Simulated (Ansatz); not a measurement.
Si

```xyz
24
Lattice="0.0000 5.4442 -5.4442 5.4442 -5.4442 0.0000 -5.4442 -5.4442 -5.4442" Properties=species:S:1:pos:R:3 pbc="T T T"
Si   -2.7740   -2.7740   -2.7740
Si   -2.7741   -2.7740   -8.2183
Si    2.6702   -2.7741   -2.7740
Si    0.0000   -0.0001   -2.7221
Si    0.0000   -5.4442   -2.7221
Si    0.0000   -5.4442   -8.1663
Si    0.0000    2.7221   -5.4442
Si    0.0000   -2.7221   -5.4442
Si    0.0000   -8.1663   -5.4442
Si   -2.7221    0.0000   -5.4442
Si   -2.7221   -5.4442   -5.4442
Si    2.7221   -0.0001   -5.4442
Si   -1.3611   -1.3611   -1.3611
Si   -1.3611   -1.3610   -6.8053
Si   -1.3611   -6.8053   -6.8053
Si   -4.0832   -4.0832   -6.8053
Si    1.3611   -4.0832   -1.3611
Si    1.3611   -4.0831   -6.8053
Si   -4.0832   -1.3611   -9.5274
Si    1.3611   -1.3611   -4.0832
Si    1.3611   -6.8052   -4.0832
Si   -1.3611    1.3611   -4.0832
Si   -1.3611   -4.0831   -4.0832
Si   -1.3611   -4.0832   -9.5274
```

Space group R3m; changed on purpose from its base cell (atom 1 (Si) moved -0.090 A towards its neighbour atom 5 (Si) at 2.357 A); not relaxed (largest force 1.1 eV/Å).

Level of theory: DFT r2SCAN, scalar-relativistic, plane waves, PAW in Ansatz 0.2.0.

In a PAW calculation such maps are meaningful between the atoms, not at the nuclei.

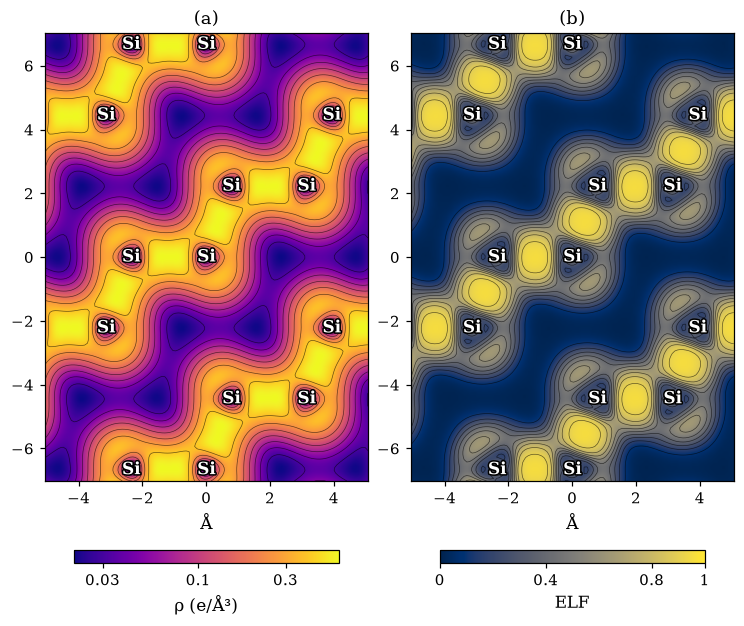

Figure 1. (a) valence charge density (pseudo); (b) electron localisation function on the (110) plane of the conventional cell.

Question: What do the fields say about this system?

Answer: The plane passes through Si nuclei.
Si–Si (2.36 Å): the density is about 0.58 e/Å³ at the midpoint; the ELF peaks at about 0.95 between the atoms (a covalent bond).
Between the atoms the lowest density in this plane is 0.02 e/Å³.

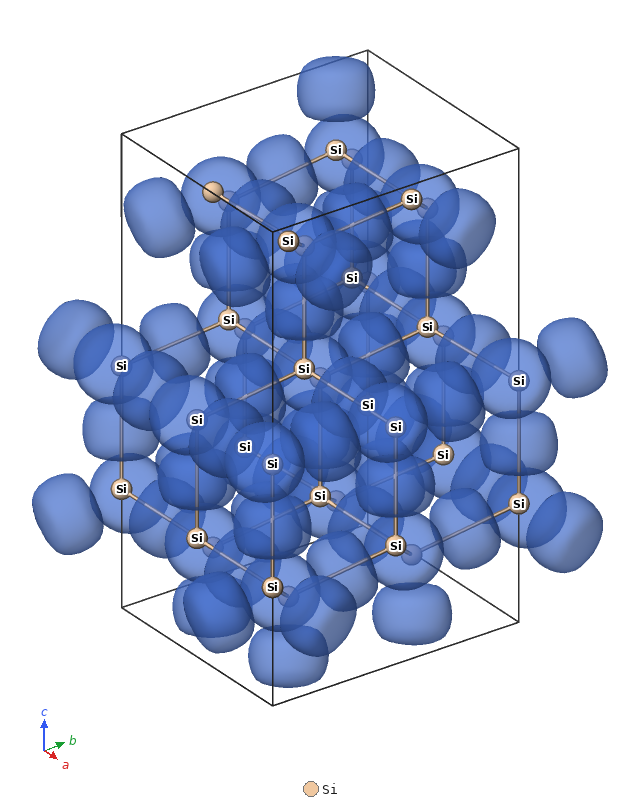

Figure 2. Isosurface of the ELF at 0.75 (blue), seen slightly off an axis. Only the valence region is drawn (cores and ρ < 0.01 e/Å³ removed). Sticks mark near contacts.

Question: What do the ELF domains correspond to?

Answer: The ELF exceeds this value in 48 regions between bonded Si–Si atoms (shared pairs), counted in one cell of 24 atoms. Any copies at cell faces, edges or corners count once.


Si–Si (2.33 Å): the ELF peaks at about 0.95 between the atoms; a shared electron pair. Si–Si (2.45 Å): the ELF peaks at about 0.95 between the atoms: a covalent bond.

Question: Does the calculation give a band gap?

Answer: It is gapped, with a Kohn–Sham gap of 0.63 eV on the k-point mesh, an upper bound to the gap of this method.
